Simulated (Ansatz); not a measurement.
A series of calculations on Na₁₆F

Part 1: Relaxation

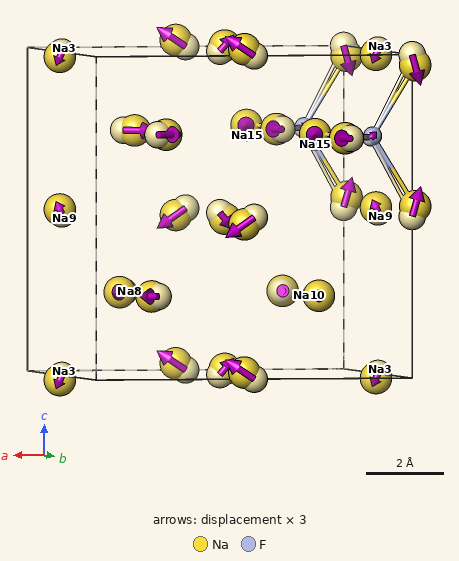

A relaxation of a defect cell of composition Na$_{16}$F. The starting structure is drawn faded, the final one solid; purple arrows show the displacements, magnified 3 times.

The picture is a ball-and-stick view of the cell of the calculation, seen from a free direction.

It is an interstitial F in bcc Na. The run prepares an end point of a later path (interstitial hop) calculation, from a guessed geometry.

The calculation used DFT LDA, scalar-relativistic, plane waves, PAW in Ansatz 0.2.0. Set-up: plane-wave cutoff 420 eV; k-point mesh 2 × 2 × 2; occupations fermi dirac; smearing width 0.05 eV; no spin polarisation; atoms relaxed in a fixed cell; force threshold 0.03 eV/Å; at most 60 steps.

What happened in the run?

The largest moves, 0.31 Å, are those of Na atoms. Largest moves by element: Na 0.31 Å, F 0.08 Å. The cell doesn't change. Some distances before and after: F–Na 2.447 → 2.169 Å, F–Na 2.355 → 2.168 Å, F–Na 2.327 → 2.168 Å. Among the angles between lasting bonds that change: Na–F–Na 129.2° → 116.7°, Na–F–Na 124.4° → 116.6°, Na–F–Na 99.4° → 106.0°. Over 5 accepted moves (7 points after the start) the energy falls by 0.232 eV per cell of the calculation. Largest force component: 0.37 eV/Å at the start, 0.0031 eV/Å at the end. 2 steps only repeated the SCF at the same geometry. The run took 35 s on 4 threads of Intel(R) Xeon(R) Platinum 8488C (Sapphire Rapids), with other jobs on the host, peak memory 1.4 GiB.

Limits of the set-up: the cell has an odd number of electrons but was run without spin polarisation; the k-point mesh is coarse for a cell with partly filled bands; the periodic images lie only 8.5 Å apart, so the values are limited by the cell's size.

Part 2: Relaxation

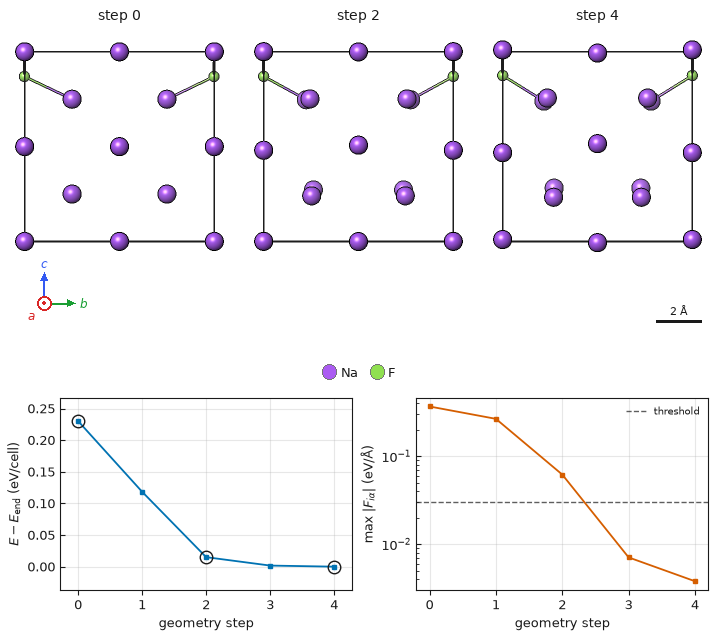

Frames of a relaxation of a defect cell of composition Na16F, marked on the history of the run. The picture is a ball-and-stick view of the cell of the calculation, seen along the a axis.

It is an interstitial F in bcc Na. The run prepares an end point of a later path (interstitial hop) calculation, from a guessed geometry.

These are results of DFT LDA, scalar-relativistic, plane waves, PAW (Ansatz), not measurements. Set-up: plane-wave cutoff 420 eV; k-point mesh 2 × 2 × 2; occupations fermi dirac; smearing width 0.05 eV; no spin polarisation; atoms relaxed in a fixed cell; force threshold 0.03 eV/Å; at most 60 steps.

> Describe the path.

The largest moves, 0.33 Å, are those of Na atoms. By element the largest moves are Na 0.33 Å, F 0.05 Å. The lattice vectors keep their values. Some distances before and after: F–Na 2.396 → 2.168 Å, F–Na 2.373 → 2.168 Å, F–Na 2.333 → 2.167 Å. Among the angles between lasting bonds that change: Na–F–Na 128.7° → 116.2°, Na–F–Na 125.0° → 116.4°, Na–F–Na 100.8° → 106.2°. The energy falls by 0.230 eV per cell of the calculation in 4 geometry steps. The largest force component goes from 0.37 to 0.0038 eV/Å. Cost: 24 s on 4 threads of Intel(R) Xeon(R) Platinum 8488C (Sapphire Rapids), on a shared host, peak memory 1.4 GiB. From step 0 to 2: Na atoms move most (0.27 Å), energy −0.215 eV per cell of the calculation. From step 2 to 4: Na atoms move most (0.15 Å), energy −15.0 meV per cell of the calculation.

```tsv
step	E − E(0), meV/atom	largest force component, eV/Å
0	0.00	0.3695
1	-6.58	0.2673
2	-12.66	0.0621
3	-13.44	0.0071
4	-13.54	0.0038
```

Limits of the set-up: the cell has an odd number of electrons but was run without spin polarisation; the k-point mesh is coarse for a cell with partly filled bands; the periodic images lie only 8.5 Å apart, so the values are limited by the cell's size.

Part 3: Path

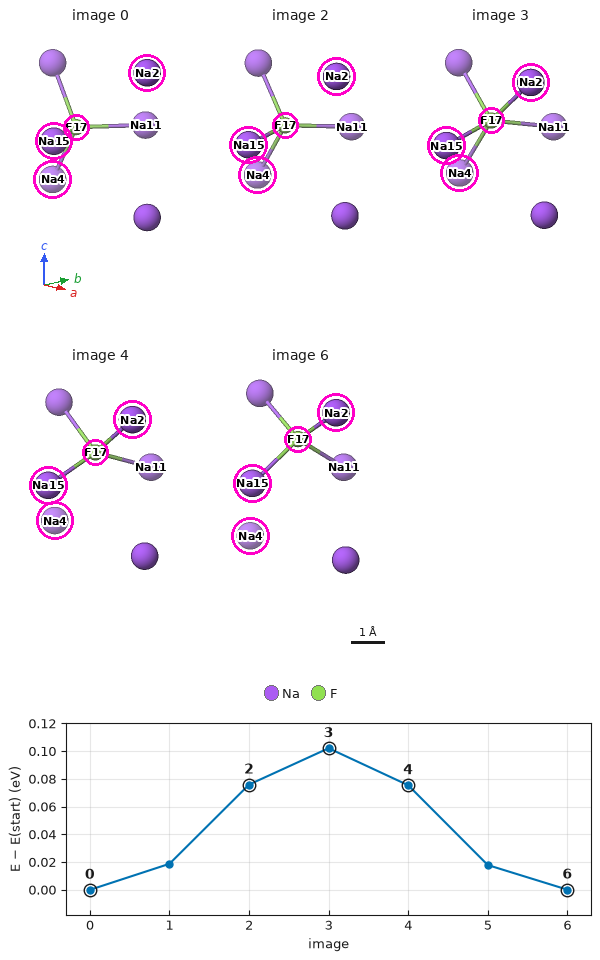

A search for the minimum-energy path of Na with an interstitial F (17 atoms in the cell) by the nudged elastic band. Images are numbered from 0 (start) to 6 (end). The picture is a ball-and-stick view of the atoms within 3.7 Å of the middle of the path, seen from a free direction. The atoms that move most are ringed. Bonds to atoms that aren't drawn are left out.

Theory: DFT LDA, scalar-relativistic, plane waves, PAW in Ansatz 0.2.0.

Input file:
```yaml
crystal:
  lattice:
    - [8.46, 0.0, 0.0]
    - [0.0, 8.46, 0.0]
    - [0.0, 0.0, 8.46]
  atoms:
    - { symbol: Na, position: [-0.00911768, -0.00010883, -0.03222274] }
    - { symbol: Na, position: [0.53104633, -0.00011904, 0.02040922] }
    - { symbol: Na, position: [0.00631537, 0.49986766, -0.01432298] }
    - { symbol: Na, position: [-0.00921786, -0.0001075, 0.53150582] }
    - { symbol: Na, position: [0.24426687, 0.23596285, 0.2494587] }
    - { symbol: Na, position: [0.48465029, 0.4998999, 0.01721894] }
    - { symbol: Na, position: [0.53067947, -0.00011942, 0.47893273] }
    - { symbol: Na, position: [0.7664902, 0.2674547, 0.24954377] }
    - { symbol: Na, position: [0.00637696, 0.49987328, 0.51336348] }
    - { symbol: Na, position: [0.24424131, 0.76380396, 0.24946647] }
    - { symbol: Na, position: [0.25991688, 0.21806731, 0.74955001] }
    - { symbol: Na, position: [0.48453675, 0.49990564, 0.4817936] }
    - { symbol: Na, position: [0.76652793, 0.7323062, 0.24955095] }
    - { symbol: Na, position: [0.71971495, 0.27043122, 0.74953998] }
    - { symbol: Na, position: [0.25993917, 0.78176574, 0.74955047] }
    - { symbol: Na, position: [0.71980105, 0.72939647, 0.74953798] }
    - { symbol: F, position: [0.1254292, -0.00010115, 0.74955297] }
basis:
  ecutwfc: 420.0
kpoints:
  mp_grid: { grid: [2, 2, 2] }
hamiltonian:
  xc: lda
scf:
  occupations: { method: fermi_dirac, width: 0.05 }
  lower_state_search: "off"
neb:
  images: 5
  f_tol: 0.05
  initial_path: linear
  max_iterations: 80
  spring: 1.0
  final_atoms:
    - { symbol: Na, position: [0.03226773, -0.00015344, 0.01006434] }
    - { symbol: Na, position: [0.46787726, -0.00015431, 0.01006946] }
    - { symbol: Na, position: [0.01437462, 0.49994611, -0.00649271] }
    - { symbol: Na, position: [-0.0223658, -0.00012838, 0.46813478] }
    - { symbol: Na, position: [0.25012331, 0.27145619, 0.28122164] }
    - { symbol: Na, position: [0.48579475, 0.49994637, -0.00646867] }
    - { symbol: Na, position: [0.52256455, -0.00012841, 0.46808819] }
    - { symbol: Na, position: [0.75008847, 0.26857918, 0.23302233] }
    - { symbol: Na, position: [-0.01868713, 0.49990469, 0.51549501] }
    - { symbol: Na, position: [0.25012339, 0.72833764, 0.2812698] }
    - { symbol: Na, position: [0.2501333, 0.21742033, 0.73974085] }
    - { symbol: Na, position: [0.51888357, 0.4999041, 0.51545772] }
    - { symbol: Na, position: [0.75008898, 0.73120672, 0.23306367] }
    - { symbol: Na, position: [0.75005031, 0.23550792, 0.75625931] }
    - { symbol: Na, position: [0.2501343, 0.78243186, 0.73972849] }
    - { symbol: Na, position: [0.75005061, 0.7643054, 0.75622519] }
    - { symbol: F, position: [0.25002801, -2.438e-05, 0.8750253] }
  order_check: true
```

Run as
```bash
ansatz run input.yaml --threads 4 --pin off --max-ram 10240MiB --backend cpu --events-out ev --progress --plain --runs-dir out
```

Question: Describe the mechanism and the energy profile.

Answer: The F atom travels furthest, 1.50 Å from end to end, along [1 0 1], on a path that bends up to 0.28 Å away from the straight line. At the highest image its nearest neighbour (Na) is 2.22 Å away, against 2.17 Å at the start, and the surrounding atoms stand up to 0.66 Å off the mean of their end positions. The barrier is about 0.102 eV in both directions, with image 3 at the top; the ends have the same energy. The band converged in 8 iterations. The largest component of the band force went from 0.53 to 0.011 eV/Å. The climbing image converged on the top of the path. A check of its curvatures didn't confirm a first-order saddle.

Limits of the set-up: the cell has an odd number of electrons but was run without spin polarisation; the k-point mesh is coarse for a cell with partly filled bands; the periodic images lie only 8.5 Å apart, so the values are limited by the cell's size.

The run took 8.4 min on 4 threads of Intel(R) Xeon(R) Platinum 8488C (Sapphire Rapids), on a shared host, peak memory 2.5 GiB.
